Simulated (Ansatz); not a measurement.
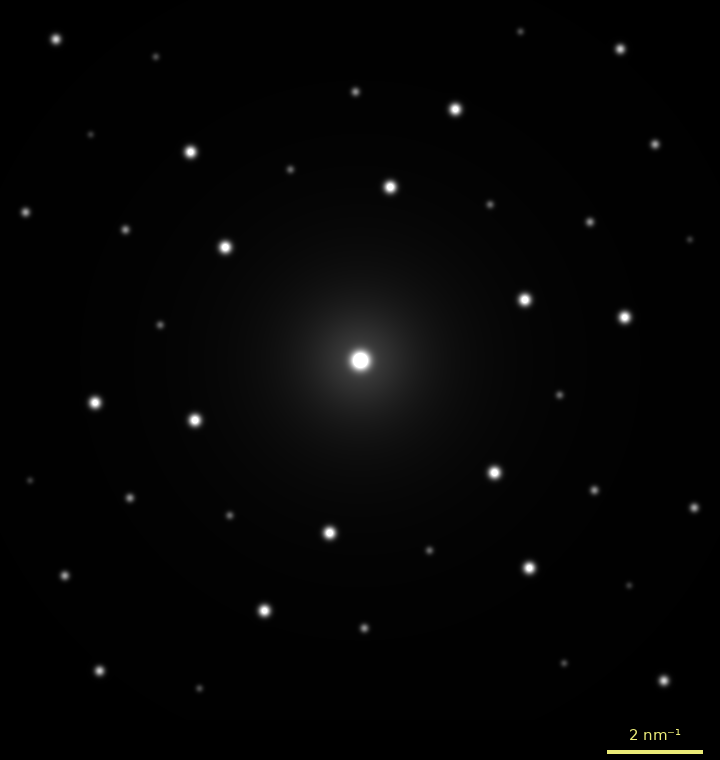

Computed electron diffraction pattern, 200 kV, single scattering only, B = 0.5 Å².

Phase: Si, space group Ia-3 (No. 206), a = 6.57 Å. Structure: the input geometry of an electronic-structure calculation (not necessarily at equilibrium).

Q: Determine the zone axis from the geometry of the pattern.

A: The spots form a hexagonal net with both shortest vectors at d = 4.64 Å, 60.0° apart. They index as 1 0 -1 (itself extinct) and 0 1 -1 (itself extinct), so the zone axis is [111] (or an equivalent direction of <111>).

Q: Which reflections of this zone are missing, and why?

A: A glide plane extinguishes reflections such as 0 1 -1, 1 -1 0, 1 0 -1. In a thicker crystal double diffraction can put intensity into those places emptied by glide planes or screw axes that lie on the net of the visible spots, but never into those emptied by centring.
